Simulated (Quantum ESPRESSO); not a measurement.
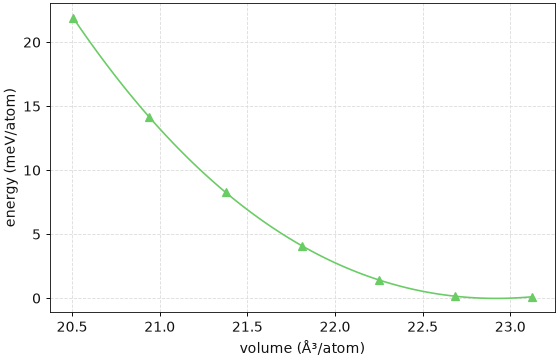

The figure shows the energy against volume.

Method: plane-wave DFT, no spin polarisation; energies at scaled volumes of the given cell, shape and fractions fixed, counted from the fit's minimum, third-order Birch-Murnaghan fit (Quantum ESPRESSO 7.5). Level: AM05.

**For which of these solids was it computed?**
A. KCl, Fm-3m (No. 225)
B. W, Im-3m (No. 229)
C. NaCl, Fm-3m (No. 225)

C, NaCl: energy from 0.12 meV/atom to 21.92 meV/atom, V0 22.92 Å³/atom, B0 22.4 GPa. The others give: KCl, energy from 0.06 meV/atom to 13.04 meV/atom, V0 31.98 Å³/atom, B0 15.5 GPa; W, energy from 1.38 meV/atom to 71.39 meV/atom, V0 15.68 Å³/atom, B0 318 GPa.

For KCl, limits of the calculation: potentials made for another functional.

For NaCl, limits of the calculation: potentials made for another functional.

For W, limits of the calculation: potentials made for another functional.
